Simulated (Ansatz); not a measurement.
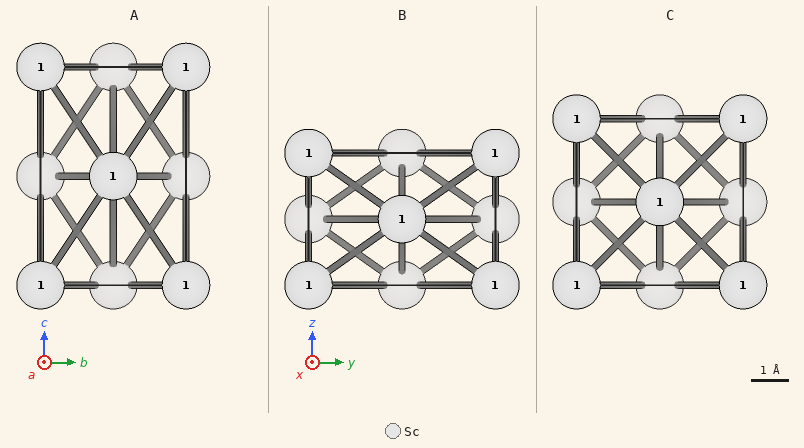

A crystal of Sc (Fm-3m): the ratio of the cell's length along z to its lengths across, counted as 1 for the reference, is changed at fixed volume (a tetragonal or Bain path), with the atoms kept at their fractional coordinates. x, y and z are the Cartesian axes of the input. The picture is a ball-and-stick view of the conventional cell (4 times the calculation's cell), seen along the a axis. Lengths and directions refer to the drawn axes.

Method: DFT r2SCAN, scalar-relativistic, plane waves, PAW in Ansatz 0.2.0. Set-up: plane-wave cutoff 500 eV; k-point mesh 20 × 20 × 20; occupations gaussian; smearing width 0.15 eV; no spin polarisation. Energies (free energies at the smearing named) are counted from the cell as listed in its source, which wasn't relaxed.

Question: Rank the frames from lowest to highest energy.

Answer: Lowest first: C (the relative ratio 1.00, 0 meV/atom), B (the relative ratio 0.707, 17 meV/atom), A (the relative ratio 1.50, 319 meV/atom). Over the whole scan: the lowest computed point lies at the relative ratio 1.00 (0 meV/atom). Further local minima among the points: 0.707 (17 meV/atom). At the ends of the scan the energy is 24 meV/atom (0.65) and 319 meV/atom (1.50). The unrelaxed reference is under a pressure of 4.1 GPa. The distortion takes the space group from Fm-3m to I4/mmm, except for Im-3m at 0.707. At the relative ratio 1.50 the cell of the drawing goes a 4.541 → 3.967 Å, b 4.541 → 3.967 Å, c 4.541 → 5.950 Å.
